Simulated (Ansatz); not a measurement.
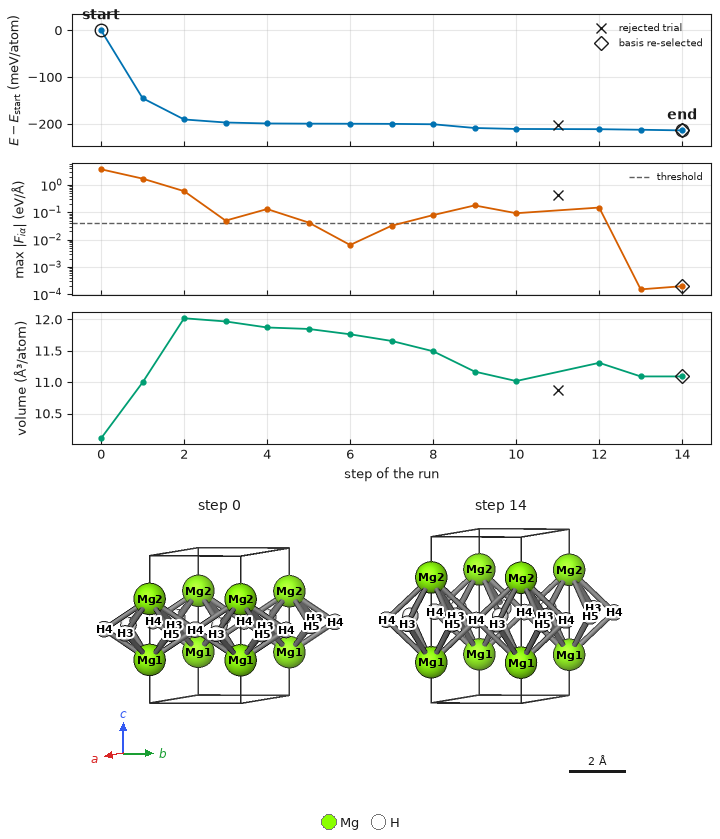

First and last geometry of a relaxation of crystalline Mg2H3 (a generated structure, set up in P6/mmm) (coarse preliminary run), with the history of the run. Style: ball-and-stick. Shown: the cell of the calculation, from a free direction.

Theory: Ansatz, DFT PBE, scalar-relativistic, plane waves, PAW.

The input:
```yaml
crystal:
  lattice:
    - [3.29804117, 0.0, 0.0]
    - [-1.64902059, 2.85618744, 0.0]
    - [0.0, 0.0, 5.36317461]
  atoms:
    - { symbol: Mg, position: [0.0, 0.0, 0.29299612] }
    - { symbol: Mg, position: [0.0, 0.0, 0.70700388] }
    - { symbol: H, position: [0.5, 0.0, 0.5] }
    - { symbol: H, position: [0.0, 0.5, 0.5] }
    - { symbol: H, position: [0.5, 0.5, 0.5] }
basis:
  ecutwfc: 420
kpoints:
  mp_grid: { grid: [6, 6, 4] }
hamiltonian:
  xc: pbe
scf:
  occupations: { method: gaussian, width: 0.1 }
  lower_state_search: "off"
output:
  forces: true
  stress: true
  eigenvalues: true
relax:
  adjacent_minimum: "off"
  f_tol: 0.04
  max_steps: 70
  cell: { stress_tol: 0.4 }
```

Launched with:
```bash
ansatz run input.yaml --threads 1 --pin off --max-ram 2048MiB --backend cpu --events-out ev --progress --plain --runs-dir out
```

What do the curves and the structures tell?

Answer. It converged. Over 12 accepted moves (14 points after the start) the energy falls by 214 meV per atom. Largest force component: 3.7 eV/Å at the start, 0.0002 eV/Å at the end. The pressure goes from 17.04 to 0.11 GPa. The line search rejected the trial step at point 11 of the run. The SCF was repeated once at an unchanged geometry on a basis and grid sized afresh for the cell, which shifted the energy by 1.4 meV per atom at most. The largest moves relative to the cell, 0.29 Å, are those of Mg1 and Mg2. Mg2 goes along +c. H stays in place. The volume changes by +9.8 %, with a = b 3.298 → 3.253 Å (−1.4 %), c 5.363 → 6.051 Å (+12.8 %). Near-neighbour distances that change, for instance: Mg1–Mg2 2.220 → 3.093 Å, Mg1–H3 1.988 → 2.244 Å. The space group stays P6/mmm (No. 191). Cost: 18 s on 1 thread of Arm Neoverse V1, with other jobs on the host, peak memory 0.29 GiB.
